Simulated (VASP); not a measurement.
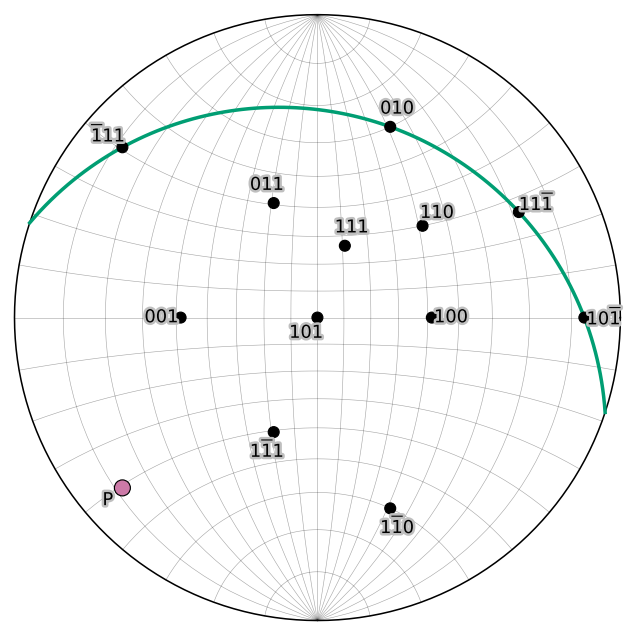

Stereographic projection of plane normals (upper hemisphere) centred on (1 0 1). Crystal: TaN, coordinates from a relaxation with VASP Kohn-Sham DFT of a periodic cell, BLYP with D4, VASP PAW PBE potentials, recommended, release 54 (VASP). All values are computed from the atomic coordinates in the standard setting (tolerance 0.002 Å).

a = 2.959 Å, b = 2.959 Å, c = 2.908 Å, α = 90.00°, β = 90.00°, γ = 120.00°.

Index the pole marked P.

Answer. P is (0 −1 1), in four indices (0 −1 1 1), 81.0° from the centre.

Which zone does the coloured great circle trace?

Answer. The zone [1 0 1]: its poles satisfy h + l = 0.

What is the angle between the normals of (1 0 −1) and (1 1 0), and what are their d_hkl = 1/|g|?

Answer. 49.5°; d = 1.923 Å and 1.480 Å.
